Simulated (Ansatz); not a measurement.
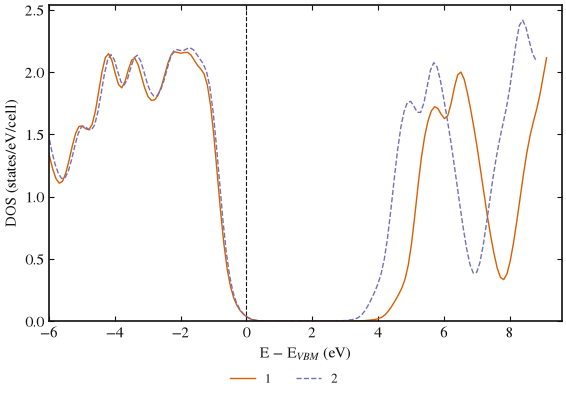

Total densities of states of AlN, space group P6_3/mmc, 4 atoms in the cell (a = 3.312 Å, c = 4.188 Å (hexagonal axes)), by two methods on the same cell. The DOS curves are built from the levels of the k mesh with Gaussians 0.55 eV wide, which also blur the band edges; ripples of that width can come from the mesh. Each is counted from its own valence-band top.

> Which curve is which? The methods: PBEsol, r2SCAN.

1 is r2SCAN; 2 is PBEsol. r2SCAN gives a gap of 3.83 eV and PBEsol gives a gap of 3.17 eV.

Settings. r2SCAN: Ansatz PAW, no spin polarisation, no spin-orbit coupling, 9×9×7 k mesh, 500 eV cutoff, Fermi-Dirac smearing of 0.05 eV (Ansatz 0.2.0). PBEsol: Ansatz PAW, no spin polarisation, no spin-orbit coupling, 9×9×7 k mesh, 420 eV cutoff, Fermi-Dirac smearing of 0.05 eV (Ansatz 0.2.0).

Gaps are the smallest over all k points computed. The cell is at −3 GPa in PBEsol and −5 GPa in r2SCAN. The PAW data sets were made with another functional. LDA, GGA and most meta-GGA functionals understate gaps. The usual form of AlN is wurtzite.
